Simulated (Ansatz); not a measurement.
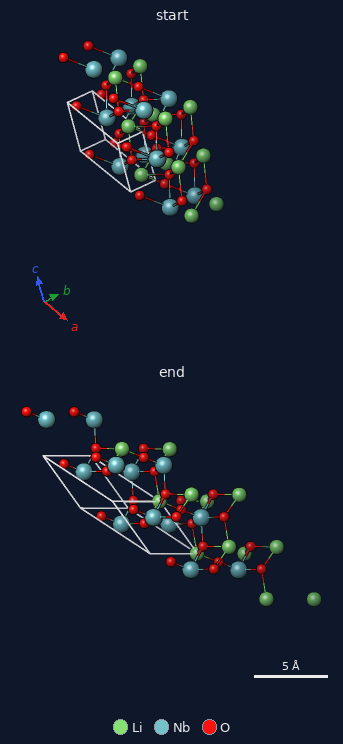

The structure of crystalline LiNbO₃ (a generated structure, set up in I4mm) (coarse preliminary run) before (top) and after (bottom) a relaxation, at one scale.

A ball-and-stick model of the cell of the calculation, repeated 2 × 2 × 2 with one cell outlined, seen slightly off an axis.

Theory: DFT PBE, scalar-relativistic, plane waves, PAW (Ansatz).

The input:
```yaml
crystal:
  lattice:
    - [-2.20011168, 2.20011168, 3.27115327]
    - [2.20011168, -2.20011168, 3.27115327]
    - [2.20011168, 2.20011168, -3.27115327]
  atoms:
    - { symbol: Li, position: [0.81250801, 0.81250801, 0.0] }
    - { symbol: Nb, position: [0.52665404, 0.52665404, 0.0] }
    - { symbol: O, position: [0.1209596, 0.1209596, 0.0] }
    - { symbol: O, position: [0.93774447, 0.43774447, 0.5] }
    - { symbol: O, position: [0.43774447, 0.93774447, 0.5] }
basis:
  ecutwfc: 420
kpoints:
  mp_grid: { grid: [6, 6, 6] }
hamiltonian:
  xc: pbe
scf:
  occupations: { method: gaussian, width: 0.1 }
  lower_state_search: "off"
output:
  forces: true
  stress: true
  eigenvalues: true
  populations: true
magnetization:
  spin_polarized: true
relax:
  adjacent_minimum: "off"
  f_tol: 0.04
  max_steps: 70
  cell: { stress_tol: 0.4 }
```

Run as
```bash
ansatz run input.yaml --threads 1 --pin off --max-ram 2560MiB --backend cpu --events-out ev --progress --plain --runs-dir out
```

Q: What changed between the two?

A: The atom that moves furthest relative to the cell is Li1 (1.84 Å along [1 1 0]). Largest moves by element: Li 1.84 Å, Nb 1.81 Å, O 0.59 Å. The drawn cell changes as follows: a = b = c 4.515 → 5.779 Å (+28.0 %), α 121.7° → 141.5°, β 121.7° → 141.5°, γ 87.1° → 55.6°; the volume changes by +17.3 %. Among the contacts that change: Li1–Nb2 1.870 → 6.579 Å, Nb2–O3 2.654 → 1.749 Å, Nb2–O4 2.276 → 1.997 Å, Li1–O4 2.348 → 2.097 Å. Among the angles between lasting bonds that change: O3–Li1–O4 69.6° → 114.6°, O3–Nb2–O4 75.2° → 107.3°, Li1–O4–Li1 139.1° → 130.8°. The space group stays I4mm (No. 107). The energy falls by 2465 meV per atom in 22 accepted moves (27 points after the start). Largest force component: 11 eV/Å at the start, 0.0061 eV/Å at the end. The pressure goes from −19.51 to 0.06 GPa. The line search rejected the trial step at point 10 of the run. At 4 points the geometry stayed and the basis and grid were re-selected for the new cell (energy shift of 68.0 meV per atom at most each time). The run may lie on a higher electronic state than the lowest, so the end point isn't shown to be the ground-state structure.
